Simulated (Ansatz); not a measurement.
ZnO (slab)

Input

```
crystal:
  lattice:
    - [5.680217882, 0.0, 0.0]
    - [-2.840108941, 4.9192129848, 0.0]
    - [0.0, 0.0, 30.6908449029]
  atoms:
    - { symbol: O, position: [0.6669923007, 0.666349325, 0.2485721075] }
    - { symbol: O, position: [0.3336612614, -0.0003154871, 0.2478024242] }
    - { symbol: O, position: [0.0003280686, 0.3330142372, 0.2588051062] }
    - { symbol: Zn, position: [0.3423146174, 0.3325068799, 0.2576966184] }
    - { symbol: Zn, position: [0.0008369162, 0.6755153091, 0.2577008485] }
    - { symbol: Zn, position: [0.6578295441, -0.0089714856, 0.2576980469] }
    - { symbol: O, position: [0.3366437629, 0.332261643, 0.334670171] }
    - { symbol: O, position: [0.0010817535, 0.6701022599, 0.3346547767] }
    - { symbol: O, position: [0.6632491348, -0.0033058995, 0.3346644478] }
    - { symbol: Zn, position: [0.6670037826, 0.6663561101, 0.3464967323] }
    - { symbol: Zn, position: [0.3336513223, -0.0003273491, 0.3472714179] }
    - { symbol: Zn, position: [0.0003299488, 0.3330116311, 0.3294419565] }
    - { symbol: O, position: [0.6670001293, 0.6663551113, 0.417071477] }
    - { symbol: O, position: [0.333653007, -0.0003222012, 0.4185155298] }
    - { symbol: O, position: [0.0003290055, 0.3330193976, 0.4365225419] }
    - { symbol: Zn, position: [0.3421164003, 0.3350211238, 0.4322675689] }
    - { symbol: Zn, position: [-0.0016784573, 0.6728227095, 0.4322823292] }
    - { symbol: Zn, position: [0.6605329894, -0.0087772552, 0.4322732228] }
    - { symbol: O, position: [0.3476462576, 0.3367986798, 0.5066888456] }
    - { symbol: O, position: [-0.003465267, 0.6765489364, 0.5066832671] }
    - { symbol: O, position: [0.6567810938, -0.0143055316, 0.5066820047] }
    - { symbol: Zn, position: [0.6669902469, 0.6663559386, 0.5278211724] }
    - { symbol: Zn, position: [0.3336618698, -0.000322631, 0.5218223688] }
    - { symbol: Zn, position: [0.0003298326, 0.333013103, 0.5049953154] }
basis:
  ecutwfc: 420
kpoints:
  mp_grid: { grid: [6, 6, 1] }
hamiltonian:
  xc: pbe
scf:
  occupations: { method: gaussian, width: 0.1 }
output:
  forces: true
  stress: true
  eigenvalues: true
  write_density: true
  write_potential: true
  elf: true
  volumetric_format: npy
efield:
  axis: 3
  dipole_correction: true
  ramp_width: 0.04
```

Run with:

```sh
ansatz run input.yaml --threads 8 --pin off --max-ram 20480MiB --backend cpu --events-out ev --progress --plain --runs-dir out
```

Not relaxed (largest force 1.2 eV/Å).

Level of theory: DFT PBE, scalar-relativistic, plane waves, PAW (Ansatz 0.2.0).

Core electrons are frozen (PAW), and the valence fields are smoothed inside the atomic spheres.

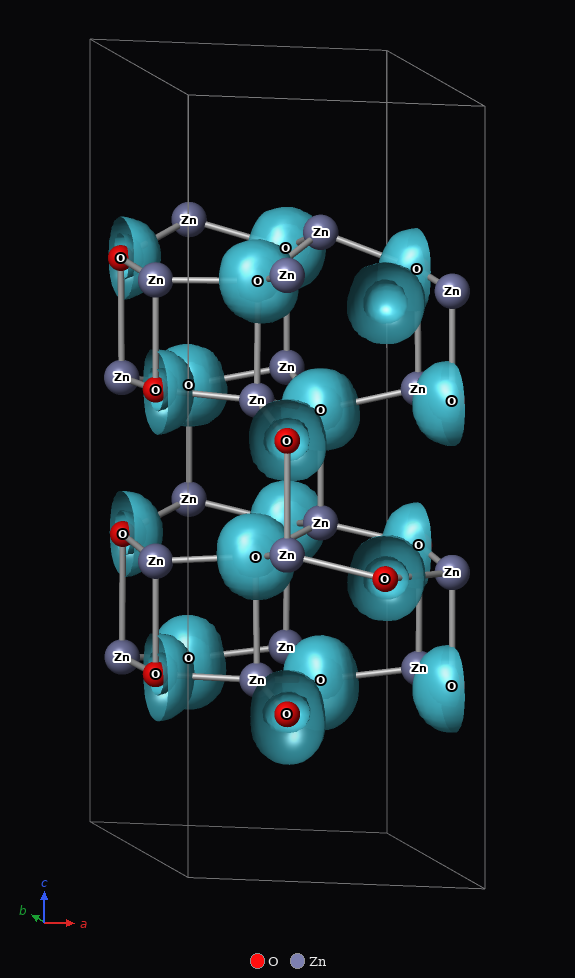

Figure 1. Isosurface of the ELF at 0.75 (cyan), seen slightly off an axis. Only the valence region is drawn (cores and ρ < 0.01 e/Å³ removed). Sticks mark near contacts.

Question: What do the ELF domains correspond to?

Answer: The ELF exceeds this value in twelve regions wrapped around O (the valence shell of each), counted in one cell of 24 atoms. Counts are for one cell; the picture repeats the cell along the surface. Profiles from the grid: Zn–O (1.89 Å): the ELF peaks at about 0.80 in the valence shell of O, 0.6 Å from its nucleus, and is about 0.30 at the midpoint: no shared electron pair shows on this line. Zn–O (1.93 Å): the ELF peaks at about 0.85 in the valence shell of O, 0.6 Å from its nucleus, and is about 0.30 at the midpoint: no localised pair shows between them.

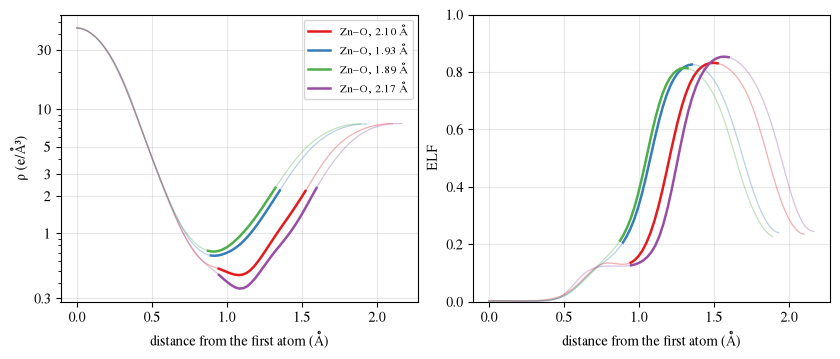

Figure 2. Valence electron density and electron localisation function along straight lines between neighbouring atoms. Thin, pale parts lie inside the atomic spheres.

Question: What can be read from the curves?

Answer: Zn–O (2.10 Å): ρ is about 0.47 e/Å³ halfway; the ELF peaks at about 0.85 in the valence shell of O, 0.6 Å from its nucleus, and is about 0.20 at the midpoint (no localised pair shows between them).
Zn–O (1.93 Å): ρ is about 0.67 e/Å³ halfway; the ELF peaks at about 0.85 in the valence shell of O, 0.6 Å from its nucleus, and is about 0.30 at the midpoint: no shared electron pair shows on this line.
Zn–O (1.89 Å): ρ at the midpoint is about 0.72 e/Å³; the ELF peaks at about 0.80 in the valence shell of O, 0.6 Å from its nucleus, and is about 0.30 at the midpoint (no localised pair shows between them).
Zn–O (2.17 Å): the density is about 0.36 e/Å³ at the midpoint; the ELF peaks at about 0.85 in the valence shell of O, 0.6 Å from its nucleus, and is about 0.15 at the midpoint (no shared electron pair shows on this line).

Question: Does the calculation give a band gap?

Answer: It is metallic or semimetallic at this level of theory: no gap opens.
